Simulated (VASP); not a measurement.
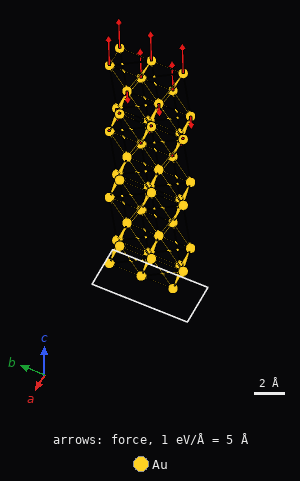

Starting geometry of a slab of composition Au with the computed forces as red arrows. A ball-and-stick model of the 2 × 3 repeat of the cell, outlined in the plane, without the vacuum, seen from a free direction.

The run lets the atoms move in a fixed cell. 3 atoms are held fixed.

Level of theory: VASP 6.6.1, Kohn-Sham DFT of a periodic cell, RPBE, VASP PAW PBE potentials, recommended.

Input
```
SYSTEM = Au
PREC = Accurate
ENCUT = 520
EDIFF = 1E-6
ISMEAR = 0
SIGMA = 0.05
LREAL = .False.
LASPH = .True.
NELM = 60
ALGO = Normal
ISIF = 2
LWAVE = .False.
LCHARG = .False.
LDIPOL = .True.
IDIPOL = 3
DIPOL = 0.5 0.5 0.500
GGA = RP
IBRION = 2
NSW = 40
EDIFFG = -0.02
```

Command:
```bash
cat potpaw_PBE.64/Au/POTCAR > POTCAR
mpirun -np 1 vasp_std > vasp.out
```

> What follows when this structure is relaxed?

It isn't relaxed: the largest force vector, on an Au atom, is 0.46 eV/Å. The final displacements follow the starting forces only in part (cosine between the two patterns 0.57). The energy falls by 85.2 meV per cell of the calculation in 16 geometry steps. The largest force component goes from 0.46 to 0.46 eV/Å. An Au atom moves most: 0.59 Å along the normal (+c). The cell stays as it was. Near-neighbour distances that change, for instance: Au–Au 2.954 → 3.164 Å, Au–Au 2.974 → 3.177 Å, Au–Au 2.954 → 3.070 Å, Au–Au 2.974 → 3.065 Å.
